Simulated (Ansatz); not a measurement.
Band-structure calculation of GaSb3

The run: band-structure calculation of GaSb3 (4 atoms in the cell). Method and program: DFT PBE, scalar-relativistic, plane waves, PAW, no spin polarisation (Ansatz 0.2.0).

The structure was made by a generator, so it may or may not be a known phase. Figures and captions count atoms from 1; the log counts them from 0 in places.

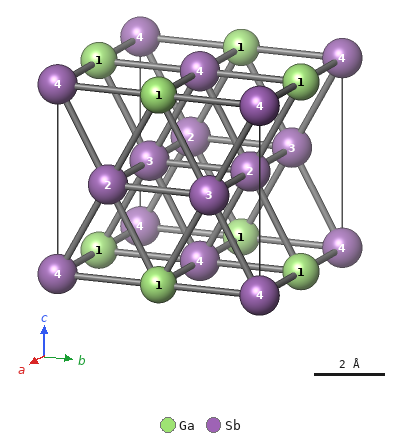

The structure as given in the input (ball-and-stick view of the cell 2 times as large as that of the calculation, set on its symmetry axes, seen slightly off an axis; atoms are numbered from 1 in the order of the input). Near neighbours in the crystal (not all of them lie inside the picture): Ga has 8 Sb at 3.02 to 3.24 Å; Sb has 2 Ga at 3.24 Å and 6 Sb at 3.02 to 3.24 Å; Sb has 4 Ga at 3.02 to 3.17 Å and 4 Sb at 3.24 Å.

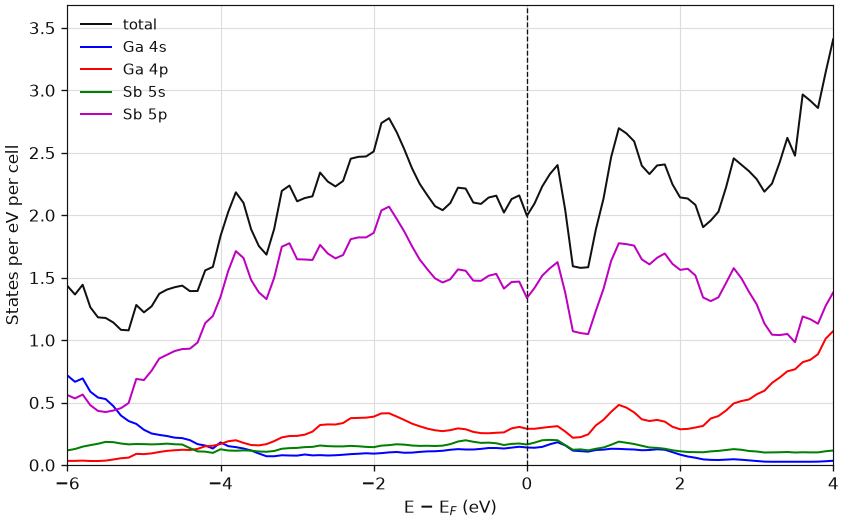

Density of states (projected on Löwdin-orthogonalised atomic shells), with energies from the Fermi level. There are states at the Fermi level: a metal at this level of theory.

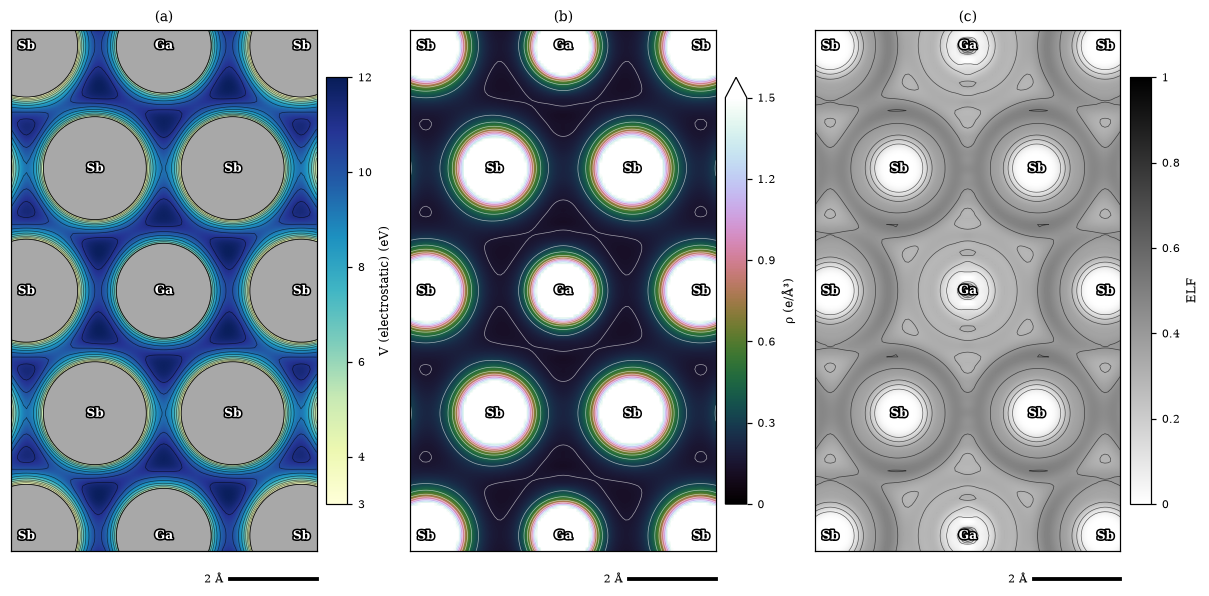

(a) electrostatic potential (local pseudopotential plus Hartree) felt by an electron; (b) valence charge density (pseudo); (c) electron localisation function on the (100) plane of the conventional cell. Grey discs, where drawn, cover atomic cores. The plane passes through Ga and Sb nuclei. Sb–Sb (3.17 Å): the density is about 0.22 e/Å³ at the midpoint; the ELF is about 0.45 at the midpoint, as expected for nearly free electrons, as in a simple metal. Ga–Sb (3.17 Å): the density is about 0.17 e/Å³ at the midpoint; the ELF is about 0.40 at the midpoint, which marks nearly free electrons, as in a simple metal. Ga–Sb (3.24 Å): ρ at the midpoint is about 0.15 e/Å³; the ELF is about 0.35 at the midpoint (nearly free electrons, as in a simple metal). Away from the nuclei the density in this plane falls to 0.11 e/Å³ at its lowest. The strong features right at Ga lie inside the PAW spheres (semicore, d or f shells) and say nothing about bonding. Outside the cores the potential energy rises away from the atoms and is highest about 1.8 Å from the nearest atoms; outside the discs it spans about 8 eV, and its zero is arbitrary. In a PAW calculation such maps are meaningful between the atoms, not at the nuclei.

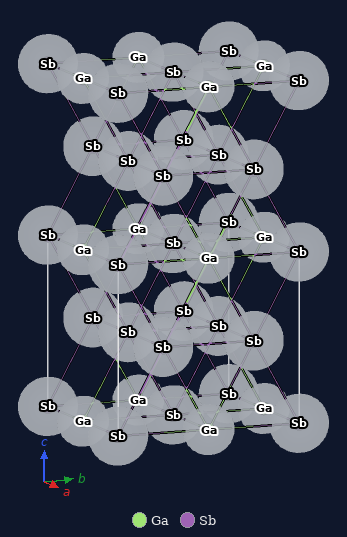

Isosurface of the valence charge density (pseudo) at 0.6 e/Å³ (grey), seen slightly off an axis. Sticks mark near contacts. The outline is the cell set on symmetry axes. At this value the density breaks into separate islands; it holds about 70 % of the electrons treated as valence (semicore included). It is pinched off along the Ga–Sb (3.02 Å), Sb–Sb (3.02 Å), Sb–Sb (3.16 Å) and Ga–Sb (3.17 Å) contacts. On the grid the lowest density along these lines, outside the cores, is 0.22 e/Å³ (Ga–Sb, 3.02 Å), 0.28 e/Å³ (Sb–Sb, 3.02 Å), 0.22 e/Å³ (Sb–Sb, 3.16 Å) and 0.16 e/Å³ (Ga–Sb, 3.17 Å).

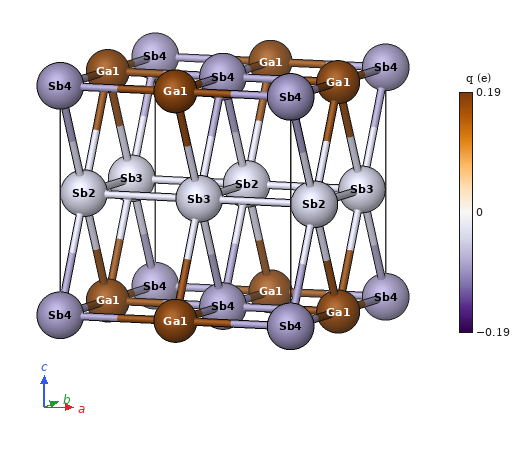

Bader charges, as the colour of each atom (ball-and-stick view of the cell 2 times as large as that of the calculation, set on its symmetry axes, seen slightly off an axis; atoms are numbered from 1 in the order of the input). By element: Ga +0.18 and Sb −0.09 to −0.05 e.

The input that produced these results follows, with the program's output.

### Input
```yaml
crystal:
  lattice:
    - [3.0217418035, -3.1684533055, 0.0]
    - [3.0217418035, 3.1684533055, 0.0]
    - [0.0, 0.0, 5.6444208434]
  atoms:
    - { symbol: Ga, position: [0.5, 0.5, 0.0] }
    - { symbol: Sb, position: [0.7504440067, 0.2495559933, 0.5] }
    - { symbol: Sb, position: [0.2495559933, 0.7504440067, 0.5] }
    - { symbol: Sb, position: [0.0, 0.0, 0.0] }
basis:
  ecutwfc: 420
kpoints:
  mp_grid: { grid: [10, 10, 8] }
  band_path:
    path:
      - [[0.0, 0.0, 0.0], [-0.5, 0.5, 0.0], [-0.4773841, 0.5226159, 0.0]]
      - [[0.4773841, 0.4773841, 0.0], [0.0, 0.0, 0.0], [0.0, 0.0, 0.5], [0.4773841, 0.4773841, 0.5]]
      - [[-0.4773841, 0.5226159, 0.5], [-0.5, 0.5, 0.5], [-0.5, 0.5, 0.0]]
      - [[0.0, 0.0, 0.0], [0.0, 0.5, 0.0], [0.0, 0.5, 0.5], [0.0, 0.0, 0.5], [-0.5, 0.5, 0.5]]
    npoints: 14
hamiltonian:
  xc: pbe
scf:
  occupations: { method: gaussian, width: 0.1 }
  n_extra_bands: 10
output:
  forces: true
  stress: true
  eigenvalues: true
  populations: true
  dos: { projected: true, de: 0.02, nscf_kmesh: { grid: [12, 12, 10] } }
  bader: true
  write_density: true
  write_potential: true
  elf: true
  volumetric_format: npy
```

Launch command:
```bash
ansatz run input.yaml --threads 1 --pin off --max-ram 2560MiB --backend cpu --events-out ev --progress --plain --runs-dir out
```

### The program's output
```
scf.n_extra_bands = 10 over 29 filled bands (N_el = 58.0): the run solves 39 bands
Engine: ansatz 0.2.0, x86_64-unknown-linux-gnu
Pseudopotentials: kind: paw
Pseudopotential: Ga, paw, valence charge 13, recommended cutoff 420 eV (normal), Ga.paw.azcp
Pseudopotential: Sb, paw, valence charge 15, recommended cutoff 420 eV (normal), Sb.paw.azcp
Functional definition: PBE
  parameter kappa = 0.804
  parameter beta = 0.06672455060314922
  exchange = pbe_x(kappa = kappa, mu = beta*pi^2/3)
  correlation = pbe_c(beta = beta)
Crystal: 4 atoms, lattice volume = 108.082 Å³
Basis set: ecut = 420 eV, 2111 PW (Γ), exchange–correlation on 60×60×80 points (8 copies of the dense FFT grid, shifted against one another)
Bands: 39, of which v1, the nominal top of the filled ones, is band 29 counted from 1 (28 counted from 0)
Symmetry: 8 space group operations
Space group: Cmmm (ITA 65), of the structure as read, at distance tolerance 4.8e-5 Å
k-points: 155 of 800
Non-local potential: Ga, projectors of the file, l = 0: 2, l = 1: 2, l = 2: 3, l = 3: 1
Non-local potential: Sb, projectors of the file, l = 0: 2, l = 1: 2, l = 2: 2, l = 3: 2
PAW form: soft (Blöchl's): semilocal exchange-correlation on the pseudo side does not see the compensation charge
PAW one-centre angular grid: Ga, 590 points (default); XC on 64 Gauss nodes
PAW one-centre angular grid: Sb, 590 points (default); XC on 64 Gauss nodes
Initial density: superposition of atomic densities (neutral atoms: chi_scale 0, normalization atom), corrected by the library's trained network
Initial wavefunctions: pseudopotential atomic-orbital guess
Functional: x = pbe(κ = 0.804, μ = 0.2195149727645171), c = pbe(β = 0.06672455060314922)
SCF iter   1: F=—  HF=-23236.031847 eV  |F-HF|=—  |Δ(HF+E_count)|=         —  Δρ=1.05e-3  dr2=1.43e-3  ethr=1.77e-3  ⟨swp⟩=8.3  Hψ=27915  notcnv=0  defer=151
preconditioner: auto → Kerker (q_TF=auto, 2.459 Å⁻¹)  [metal: Δε(μ)=0.013 eV  Ē_g=12.814 eV  σ=0.100 eV  W_gap=0.07  n_scr=28 (ndim 8)  ℏωp=18.9 eV  f_vac=0.000  D(μ)=2.17/eV (n_scr^D=14)]
SCF iter   2: F=—  HF=-23236.029789 eV  |F-HF|=—  |Δ(HF+E_count)|=   2.06e-3  Δρ=7.68e-4  dr2=7.25e-4  ethr=2.46e-6  ⟨swp⟩=2.0  Hψ=11764  notcnv=0  defer=168
SCF iter   3: F=—  HF=-23236.029703 eV  |F-HF|=—  |Δ(HF+E_count)|=   8.61e-5  Δρ=3.85e-4  dr2=2.09e-4  ethr=1.25e-6  ⟨swp⟩=2.0  Hψ=10132  notcnv=0  defer=168
SCF iter   4: F=—  HF=-23236.029692 eV  |F-HF|=—  |Δ(HF+E_count)|=   1.09e-5  Δρ=1.79e-4  dr2=4.93e-5  ethr=3.61e-7  ⟨swp⟩=2.7  Hψ=9788  notcnv=0  defer=168
SCF iter   5: F=—  HF=-23236.029676 eV  |F-HF|=—  |Δ(HF+E_count)|=   1.54e-5  Δρ=8.72e-5  dr2=5.74e-6  ethr=8.51e-8  ⟨swp⟩=2.0  Hψ=7802  notcnv=0  defer=168
SCF iter   6: F=—  HF=-23236.029675 eV  |F-HF|=—  |Δ(HF+E_count)|=   1.35e-6  Δρ=3.81e-5  dr2=1.13e-6  ethr=9.89e-9  ⟨swp⟩=2.5  Hψ=10182  notcnv=0  defer=168
SCF iter   7: F=-23236.029675 eV  HF=-23236.029675 eV  |F-HF|=6.60e-9  |Δ(HF+E_count)|=   3.57e-7  Δρ=5.46e-6  dr2=4.09e-8  ethr=1.72e-10  ⟨swp⟩=12.8  Hψ=45704  notcnv=0
SCF 1 converged in 7 iterations: F = -23236.029675 eV  dr2 = 4.09e-8
  greatest PAW one-centre occupation: 0.996 electrons in one spin orbital (limit 2), on the Sb atom at site 3 (counted from 0), in its partial waves of l = 2
NSCF: frozen V_eff on 158 k-points
NSCF: frozen V_eff on 258 k-points
SCF converged after 7 iterations
Free energy (F): -23236.029675 eV
Harris-Foulkes:  -23236.029675 eV  (|F-HF|=6.60e-9)
Internal energy: -23236.018815 eV  (E = F + TS)
E sigma→0 (E₀):  -23236.024245 eV
Entropy (-TS):   -0.010860 eV (-2.715 meV/atom)
Fermi energy:    9.983253 eV
--- Per-component energies (eV) ---
  E_band       = -531.491496
  E_kinetic    = 733.370032
  E_local      = -6462.536595  (includes V_loc(G=0)·N_el)
  E_nonlocal   = 1507.682787
  E_hartree    = 2961.229982
  E_xc         = -484.029483
  E_vxc        = -345.888869  (∫ρ·V_xc dr)
  E_paw        = -15710.236483  (= ΣΔE_a)
  E_vpaw       = -1886.575245  (= ΣTr[D̂ρ^β])
  E_aug_tail   = -0.000120  (compensation charges beyond the density's cutoff)
  E_ewald      = -5781.498936
  E_smearing   = -0.010860  (= −TS)
  E_closure    = -0.000000  (closes the sum)
  Σ components = -23236.029675   (vs F -23236.029675, Δ=0.00e0)
--- Forces (eV/Å), atoms counted from 1 ---
  atom   1  Ga     0.00000000     0.00000000     0.00000000
  atom   2  Sb     0.00000000     0.00025606     0.00000000
  atom   3  Sb     0.00000000    -0.00025606     0.00000000
  atom   4  Sb     0.00000000     0.00000000     0.00000000
  max |Σ_I F_I| component: 1.58e-30 eV/Å
--- Stress (GPa, compression-positive) ---
       -0.004814       0.000000       0.000000
        0.000000      -0.008174       0.000000
        0.000000       0.000000       0.010345
  P = ⅓ Tr σ = -0.0009 GPa (-0.009 kbar)
--- Band table (eV; the first three rows and the last of 155) ---
  k-point 0: bands = ["-19.2774", "-19.1940", "-19.1777", "-19.1530", "-19.1494", "-19.1393", "-19.0924", "-19.0894", "-19.0883", "-19.0861", "-19.0582", "-19.0390", "-19.0107", "-19.0096", "-19.0036", "-4.8121", "-4.7994", "-4.7739", "-4.7704", "-4.7638", "-2.2994", "1.2792", "3.5482", "4.7803", "5.5117", "6.8652", "8.2594", "8.9972", "9.5005", "10.6838", "11.5074", "12.7468", "13.8250", "14.2445", "14.5659", "15.6365", "16.0260", "16.2224", "16.2321"]
  k-point 1: bands = ["-19.2771", "-19.1941", "-19.1775", "-19.1565", "-19.1495", "-19.1383", "-19.0927", "-19.0919", "-19.0894", "-19.0830", "-19.0558", "-19.0394", "-19.0105", "-19.0087", "-19.0036", "-4.8115", "-4.7996", "-4.7738", "-4.7704", "-4.7638", "-2.2389", "0.9977", "3.5834", "5.0507", "5.7524", "6.8752", "8.2812", "8.5968", "8.9390", "11.3710", "11.9774", "12.8216", "13.5546", "14.1831", "14.2805", "14.8723", "16.0323", "16.6010", "16.6781"]
  k-point 2: bands = ["-19.2765", "-19.1944", "-19.1768", "-19.1640", "-19.1499", "-19.1354", "-19.1021", "-19.0905", "-19.0893", "-19.0765", "-19.0517", "-19.0405", "-19.0102", "-19.0063", "-19.0037", "-4.8101", "-4.8001", "-4.7735", "-4.7703", "-4.7639", "-2.0664", "0.4127", "3.6744", "5.4413", "6.6388", "6.8999", "7.8473", "8.2045", "8.3363", "12.4163", "12.5117", "13.0623", "13.0680", "13.6415", "13.7897", "14.4254", "15.6072", "16.8443", "16.9415"]
  k-point 154: bands = ["-19.2323", "-19.1949", "-19.1808", "-19.1540", "-19.1490", "-19.1246", "-19.1147", "-19.1126", "-19.0863", "-19.0684", "-19.0476", "-19.0428", "-19.0407", "-19.0061", "-19.0047", "-4.8105", "-4.8063", "-4.7879", "-4.7672", "-4.7559", "0.7959", "1.0851", "1.1320", "4.4712", "4.4832", "5.0539", "5.2683", "6.3992", "11.4701", "11.7623", "11.9632", "13.6111", "15.5042", "16.1161", "16.2510", "16.4362", "16.6678", "16.6917", "17.0945"]
--- Löwdin populations: 4 sites ---
  site symbol       q [e]
     0     Ga     13.3680
     1     Sb     14.8674
     2     Sb     14.8674
     3     Sb     14.7539
  spilling = 0.002473 (of n_electrons = 58.000000)
--- Bader charges: 4 sites ---
  site symbol  charge [e]  shift [e]
     0     Ga      0.1827     0.0000
     1     Sb     -0.0460     0.0000
     2     Sb     -0.0460     0.0000
     3     Sb     -0.0906     0.0000
  estimated error of the sums over rays = 3.2e-4 e
```

### File bader_charges.tsv
```
# site	symbol	x_ang	y_ang	z_ang	partial_charge_e	electrons	volume_ang3	relative_density_drop	shared_charge_e	partial_wave_shift_e
# quadrature_error_electrons = 3.2e-4
0	Ga	3.0217	0.0000	0.0000	0.18272	30.81728	21.28	-	0.18272	0.00000
1	Sb	3.0217	-1.5870	2.8222	-0.04603	51.04603	28.39	-	-0.04603	0.00000
2	Sb	3.0217	1.5870	2.8222	-0.04604	51.04604	28.39	-	-0.04604	0.00000
3	Sb	0.0000	0.0000	0.0000	-0.09065	51.09065	30.03	-	-0.09065	0.00000
```

### Results in brief

```csv
quantity,value
outcome,converged
space group (tolerance 0.01 Å),Cmmm (65)
electrons treated,58
free energy,−23236.0297 eV
Fermi energy,9.983 eV
gap on the k-point mesh,none (metallic)
pressure,0.00 GPa
largest force (length of the vector),under 0.001 eV/Å
hardware,"1 thread of Intel Xeon @ 2.70GHz, 189 GiB of memory available, shared host"
wall time,2 min
peak memory,0.93 GiB
```
